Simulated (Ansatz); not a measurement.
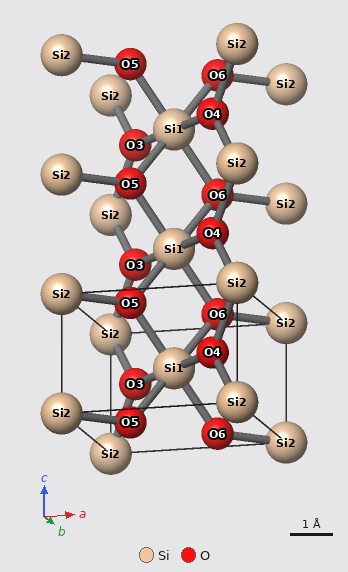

Starting structure of solid SiO₂ (built on the rutile host type). A ball-and-stick model of the cell of the calculation, repeated 1 × 1 × 3 with one cell outlined, seen from a free direction.

Method: Ansatz, DFT, PBE, plane waves, PAW.

Input file:
```yaml
crystal:
  lattice:
    - [4.40095921, 0.0, 0.0]
    - [0.0, 4.40095921, 0.0]
    - [0.0, 0.0, 2.96256342]
  atoms:
    - { symbol: Si, position: [0.5, 0.5, 0.5] }
    - { symbol: Si, position: [0.0, 0.0, 0.0] }
    - { symbol: O, position: [0.1940277, 0.8059723, 0.5] }
    - { symbol: O, position: [0.8059723, 0.1940277, 0.5] }
    - { symbol: O, position: [0.3059723, 0.3059723, 0.0] }
    - { symbol: O, position: [0.6940277, 0.6940277, 0.0] }
kpoints:
  mp_grid: { grid: [6, 6, 8] }
hamiltonian:
  xc: pbe
scf:
  occupations: { method: fermi_dirac, width: 0.02 }
relax:
  f_tol: 0.005
  cell: {}
output:
  write_density: true
  write_potential: true
  elf: true
  volumetric_format: npy
```

Launched with:
```bash
ansatz run input.yaml --threads 2 --pin off --max-ram 20275MiB --backend cpu --events-out ev --progress --plain --runs-dir out
```

Question: Predict the outcome.

Answer: The largest moves relative to the cell, 0.006 Å, are those of O3, O4, O5 and O6. O6 goes along [−1 −1 0]. Si stays in place. Cell: a = b 4.401 → 4.237 Å (−3.7 %), c 2.963 → 2.690 Å (−9.2 %). Volume −15.8 %. Among the contacts that change: Si1–O5 1.911 → 1.774 Å, Si1–O3 1.904 → 1.839 Å. Among the angles between lasting bonds that change: Si2–O3–Si2 101.6° → 98.6°, O5–Si1–O6 78.4° → 81.4°, O5–Si1–O5 101.6° → 98.6°. The space group stays P4_2/mnm (No. 136). After 7 accepted moves (9 points after the start) the energy has fallen by 238 meV per atom. The largest force component goes from 0.28 to 0.00064 eV/Å. Pressure: −37.11 GPa at the start and −0.03 GPa at the end. At 2 points the geometry stayed and the basis and grid were re-selected for the new cell (energy shift of 3.3 meV per atom at most each time). The run took 11 s on 2 threads of AMD EPYC 7R13 Processor (Zen 3) (shared host), peak memory 0.39 GiB.

The structure at the end:

```
Si O
1.0
     4.23655    0.00000    0.00000
     0.00000    4.23655    0.00000
     0.00000    0.00000    2.69035
Si O
2 4
Direct
  0.50000 0.50000 0.50000
  0.00000 0.00000 0.00000
  0.19300 0.80700 0.50000
  0.80700 0.19300 0.50000
  0.30700 0.30700 0.00000
  0.69300 0.69300 0.00000
```

After the run, drawn alike:

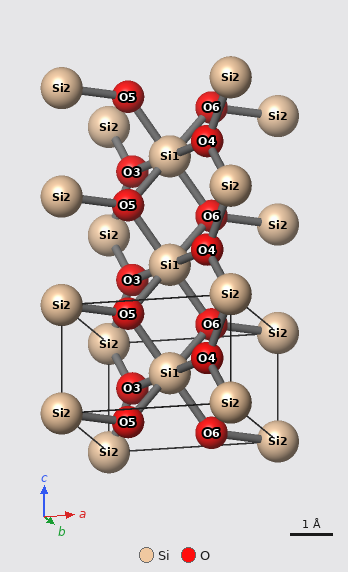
